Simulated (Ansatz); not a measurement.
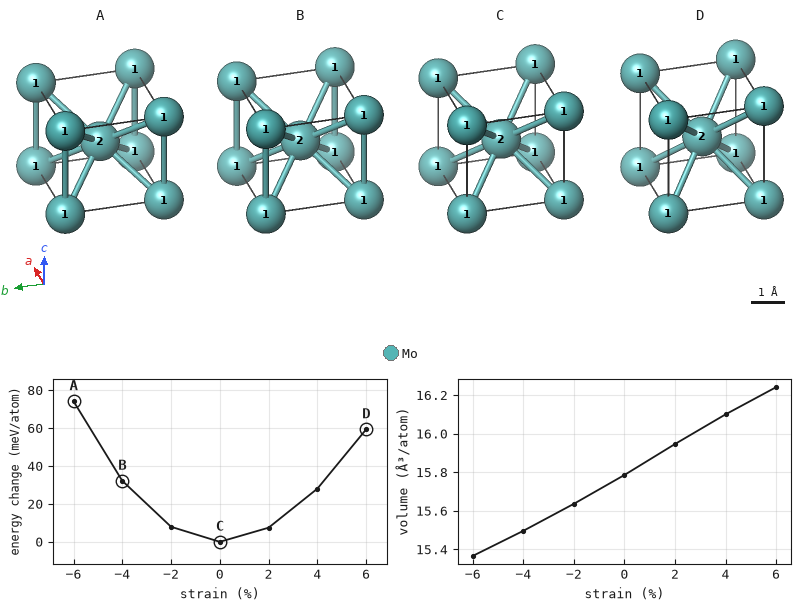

Members of a series of calculations on a crystal of Mo (set up in Im-3m), marked on the first curve. Style: ball-and-stick. Shown: the cell of the calculation, from a free direction.

Method: DFT PBE, scalar-relativistic, plane waves, PAW in Ansatz. Set-up: plane-wave cutoff 420 eV; k-point mesh 16 × 16 × 16; occupations gaussian; smearing width 0.1 eV; no spin polarisation.

Question: Describe the series.

Answer: Uniaxial strain along c; a, b and atoms relaxed. A (strain −6.0 %): energy change 74.2 meV/atom, volume 15.37 Å³ per atom. B (strain −4.0 %): energy change 32.2 meV/atom, volume 15.50 Å³ per atom. C (strain 0.0 %): energy change 0.0 meV/atom, volume 15.79 Å³ per atom. D (strain 6.0 %): energy change 59.4 meV/atom, volume 16.24 Å³ per atom. The rest compares A with D. The volume changes by +5.7 %, with a = b 3.216 → 3.114 Å (−3.2 %), c 2.971 → 3.350 Å (+12.8 %). Near-neighbour distances before and after: Mo–Mo 2.971 → 3.350 Å, Mo–Mo 2.716 → 2.767 Å.
